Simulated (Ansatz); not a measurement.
# What a change does: band-structure calculation on Ca

System: Ca (1 atom in the cell).
Method of the first run: DFT, r2SCAN, PAW with Ansatz's default frozen-core files, scalar-relativistic, no spin polarisation (Ansatz 0.2.0).

The structure derives from an entry of the Crystallography Open Database. Text and figures count atoms from 1; the logs count them from 0 in places.

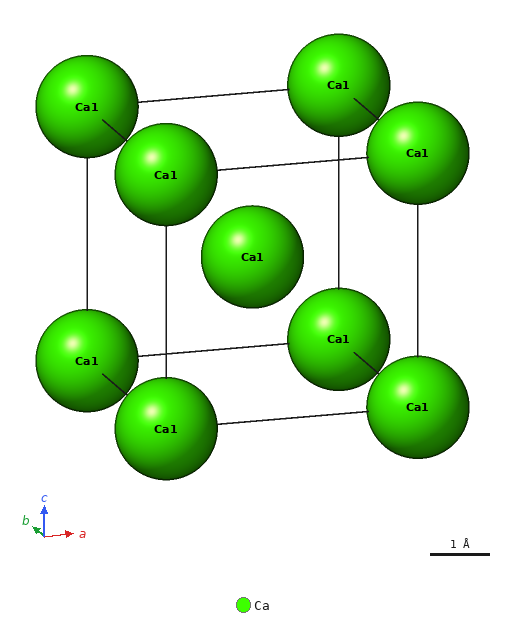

**Figure 1.** The structure (spheres-only view of the cell 2 times as large as that of the calculation, set on its symmetry axes, seen slightly off an axis; atoms are numbered from 1 in the order of the input). An atom can appear more than once, as a periodic image.

**Input file, the first run**
```yaml
crystal:
  lattice:
    - [-2.24, 2.24, 2.24]
    - [2.24, -2.24, 2.24]
    - [2.24, 2.24, -2.24]
  atoms:
    - { symbol: Ca, position: [0.0, 0.0, 0.0] }
kpoints:
  mp_grid: { grid: [10, 10, 10] }
  band_path:
    path:
      - [0.0, 0.0, 0.0]
      - [0.5, -0.5, 0.5]
      - [0.0, 0.0, 0.5]
      - [0.0, 0.0, 0.0]
      - [0.25, 0.25, 0.25]
      - [0.5, -0.5, 0.5]
      - [0.25, 0.25, 0.25]
      - [0.0, 0.0, 0.5]
    npoints: 5
scf:
  occupations: { method: fermi_dirac, width: 0.05 }
hamiltonian:
  xc: r2scan
  pseudopotentials: { kind: paw }
output:
  forces: true
  stress: true
  eigenvalues: true
  efg: { contact_densities: true }
```

Launched with:
```bash
ansatz run input.yaml --threads 1 --pin off --max-ram 2048MiB --backend cpu --events-out ev --progress --plain --runs-dir out
```

Hardware: 1 thread of Arm Neoverse V1, 112 GiB of memory available, shared host.

**Output, shortened to warnings, some set-up lines, iterations and results (the first run)**
```
Basis set: ecut = 500 eV, 1157 PW (Γ), exchange–correlation on 120×120×120 points (64 copies of the dense FFT grid, shifted against one another)
Symmetry: 48 space group operations
k-points: 47 of 1000
Initial density: superposition of atomic densities (neutral atoms: chi_scale 0, normalization atom), corrected by the library's trained network
[...]
SCF iter   1: F=—  HF=-1821.649477 eV  |F-HF|=—  |Δ(HF+E_count)|=         —  Δρ=4.70e-3  dr2=1.14e-2  dr2_τ=1.03e-3  ethr=1.77e-3  ⟨swp⟩=5.9  Hψ=3454  notcnv=0
SCF iter   2: F=—  HF=-1821.664076 eV  |F-HF|=—  |Δ(HF+E_count)|=   1.46e-2  Δρ=2.52e-3  dr2=4.22e-3  dr2_τ=6.02e-5  ethr=1.14e-4  ⟨swp⟩=2.9  Hψ=1149  notcnv=0
SCF iter   3: F=—  HF=-1821.663289 eV  |F-HF|=—  |Δ(HF+E_count)|=   7.87e-4  Δρ=6.82e-4  dr2=3.83e-4  dr2_τ=1.76e-5  ethr=4.22e-5  ⟨swp⟩=3.0  Hψ=833  notcnv=0
SCF iter   4: F=—  HF=-1821.663295 eV  |F-HF|=—  |Δ(HF+E_count)|=   6.15e-6  Δρ=1.30e-4  dr2=4.56e-6  dr2_τ=1.11e-6  ethr=3.83e-6  ⟨swp⟩=2.5  Hψ=655  notcnv=0
SCF iter   5: F=—  HF=-1821.663301 eV  |F-HF|=—  |Δ(HF+E_count)|=   5.79e-6  Δρ=2.23e-5  dr2=1.22e-7  dr2_τ=3.82e-8  ethr=4.56e-8  ⟨swp⟩=2.0  Hψ=659  notcnv=0
SCF iter   6: F=-1821.663301 eV  HF=-1821.663301 eV  |F-HF|=4.20e-9  |Δ(HF+E_count)|=   3.43e-7  Δρ=3.27e-6  dr2=4.33e-9  dr2_τ=5.29e-10  ethr=1.00e-9  ⟨swp⟩=5.0  Hψ=2194  …
SCF 1 converged in 6 iterations: F = -1821.663301 eV  dr2 = 4.33e-9
NSCF: frozen V_eff on 36 k-points
SCF converged after 6 iterations
Free energy (F): -1821.663301 eV
Harris-Foulkes:  -1821.663301 eV  (|F-HF|=4.20e-9)
Internal energy: -1821.652866 eV  (E = F + TS)
E sigma→0 (E₀):  -1821.658084 eV
Entropy (-TS):   -0.010435 eV (-10.435 meV/atom)
Fermi energy:    4.593194 eV
--- Per-component energies (eV) ---
  E_band       = -189.489894
  E_kinetic    = 274.435337
  E_local      = -865.029098  (includes V_loc(G=0)·N_el)
  E_nonlocal   = 63.054690
  E_hartree    = 289.230665
  E_xc         = -134.620379
  E_vxc        = -190.871728  (∫ρ·V_xc dr)
  E_paw        = -863.641006  (= ΣΔE_a)
  E_vpaw       = -61.111902  (= ΣTr[D̂ρ^β])
  E_aug_tail   = -0.000004  (compensation charges beyond the density's cutoff)
  E_vtau       = 11.572461  (kinetic-family band-sum trace: ∫τ·v_τ [+ j·A + Jᵃ·Aᵃ] dr)
  E_ewald      = -584.862405
  E_core_change = -0.220665  (= ΣΔE_core)
  E_smearing   = -0.010435  (= −TS)
  E_closure    = 0.000000  (closes the sum)
  Σ components = -1821.663301   (vs F -1821.663301, Δ=0.00e0)
--- Forces (eV/Å), atoms counted from 1 ---
  atom   1  Ca     0.00000000    -0.00000000     0.00000000
  max |Σ_I F_I| component: 1.59e-32 eV/Å
--- Stress (GPa, compression-positive) ---
       -0.629851       0.000000      -0.000000
        0.000000      -0.629851      -0.000000
       -0.000000       0.000000      -0.629851
  P = ⅓ Tr σ = -0.6299 GPa (-6.299 kbar)
--- PAW observables at the nuclei: V_zz in 10²¹ V/m², potentials from the cell's mean, atoms counted from 1 ---
  atom   1  Ca V_zz =    -0.000000   η = 0.0000   by run symmetry: forbidden
            electrostatic potential = -2208.351124 V   contact ρ = 41209.732229 e/Å³
```

For the second run the input was changed thus:
```diff
-  xc: r2scan
+  xc: pbesol
```

How does the second run compare with the first run?

The total energies belong to different methods, so their difference says nothing on which is more stable or more accurate. The pressure goes from −0.63 to −1.54 GPa. The functional changes from r2SCAN to PBEsol. The number of SCF iterations is the same. The default cutoff goes from 500 to 420 eV with the change. The plane waves at Γ go from 1157 to 935. On the same kind of shared host the second run took about 0.51 times as long.

**Output, shortened to warnings, some set-up lines, iterations and results (the second run)**
```
Basis set: ecut = 420 eV, 935 PW (Γ), exchange–correlation on 54×54×54 points (8 copies of the dense FFT grid, shifted against one another)
Symmetry: 48 space group operations
k-points: 47 of 1000
Initial density: superposition of atomic densities (neutral atoms: chi_scale 0, normalization atom), corrected by the library's trained network
[...]
SCF iter   1: F=—  HF=-1793.701776 eV  |F-HF|=—  |Δ(HF+E_count)|=         —  Δρ=2.33e-3  dr2=2.67e-3  ethr=1.77e-3  ⟨swp⟩=6.0  Hψ=3485  notcnv=0
SCF iter   2: F=—  HF=-1793.701002 eV  |F-HF|=—  |Δ(HF+E_count)|=   7.74e-4  Δρ=1.08e-3  dr2=6.39e-4  ethr=2.67e-5  ⟨swp⟩=2.9  Hψ=1102  notcnv=0
SCF iter   3: F=—  HF=-1793.700756 eV  |F-HF|=—  |Δ(HF+E_count)|=   2.46e-4  Δρ=2.52e-4  dr2=3.76e-5  ethr=6.39e-6  ⟨swp⟩=2.7  Hψ=809  notcnv=0
SCF iter   4: F=—  HF=-1793.700746 eV  |F-HF|=—  |Δ(HF+E_count)|=   1.01e-5  Δρ=4.78e-5  dr2=7.03e-7  ethr=3.76e-7  ⟨swp⟩=2.5  Hψ=601  notcnv=0
SCF iter   5: F=—  HF=-1793.700746 eV  |F-HF|=—  |Δ(HF+E_count)|=   1.69e-7  Δρ=1.16e-5  dr2=1.10e-7  ethr=7.03e-9  ⟨swp⟩=2.5  Hψ=663  notcnv=0
SCF iter   6: F=-1793.700746 eV  HF=-1793.700746 eV  |F-HF|=4.60e-10  |Δ(HF+E_count)|=   1.59e-8  Δρ=1.15e-6  dr2=3.58e-10  ethr=1.00e-9  ⟨swp⟩=4.9  Hψ=1970  notcnv=0
SCF 1 converged in 6 iterations: F = -1793.700746 eV  dr2 = 3.58e-10
NSCF: frozen V_eff on 36 k-points
SCF converged after 6 iterations
Free energy (F): -1793.700746 eV
Harris-Foulkes:  -1793.700746 eV  (|F-HF|=4.60e-10)
Internal energy: -1793.687531 eV  (E = F + TS)
E sigma→0 (E₀):  -1793.694139 eV
Entropy (-TS):   -0.013214 eV (-13.214 meV/atom)
Fermi energy:    4.504474 eV
--- Per-component energies (eV) ---
  E_band       = -180.464632
  E_kinetic    = 274.505494
  E_local      = -867.864855  (includes V_loc(G=0)·N_el)
  E_nonlocal   = 64.569651
  E_hartree    = 290.374087
  E_xc         = -133.860945
  E_vxc        = -167.677909  (∫ρ·V_xc dr)
  E_paw        = -836.667348  (= ΣΔE_a)
  E_vpaw       = -64.745329  (= ΣTr[D̂ρ^β])
  E_aug_tail   = -0.000006  (compensation charges beyond the density's cutoff)
  E_ewald      = -584.862405
  E_core_change = 0.118794  (= ΣΔE_core)
  E_smearing   = -0.013214  (= −TS)
  E_closure    = -0.000000  (closes the sum)
  Σ components = -1793.700746   (vs F -1793.700746, Δ=0.00e0)
--- Forces (eV/Å), atoms counted from 1 ---
  atom   1  Ca     0.00000000    -0.00000000     0.00000000
  max |Σ_I F_I| component: 5.09e-31 eV/Å
--- Stress (GPa, compression-positive) ---
       -1.541428       0.000000      -0.000000
       -0.000000      -1.541428       0.000000
       -0.000000       0.000000      -1.541428
  P = ⅓ Tr σ = -1.5414 GPa (-15.414 kbar)
--- PAW observables at the nuclei: V_zz in 10²¹ V/m², potentials from the cell's mean, atoms counted from 1 ---
  atom   1  Ca V_zz =    +0.000000   η = 0.0000   by run symmetry: forbidden
            electrostatic potential = -2208.813477 V   contact ρ = 41145.271906 e/Å³
```

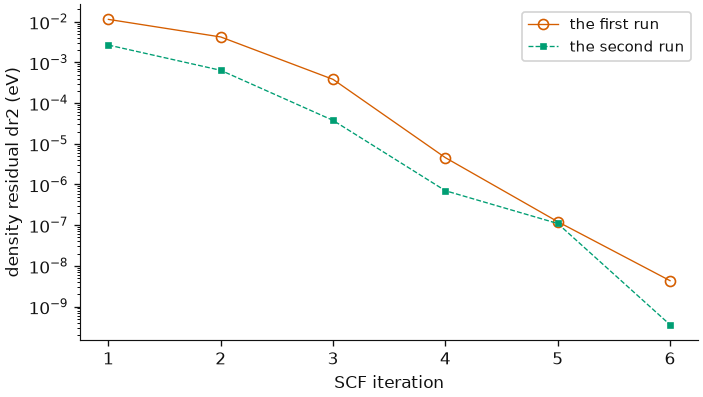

**Figure 2.** Convergence of the two runs: density residual dr2 against the SCF iteration. The first run takes 6 iterations in all, and the second run takes 6.

**The two runs side by side**

```tsv
quantity	the first run	the second run
outcome	converged	converged
free energy per atom (eV)	−1821.6633	−1793.7007
energy per atom, smearing taken to zero (eV)	−1821.6581	−1793.6941
pressure (GPa)	−0.63	−1.54
largest force (eV/Å)	0.000	0.000
SCF iterations	6	6
irreducible k-points	47	47
plane waves at Γ	1157	935
wall time (shared host)	5.2 s	2.6 s
```
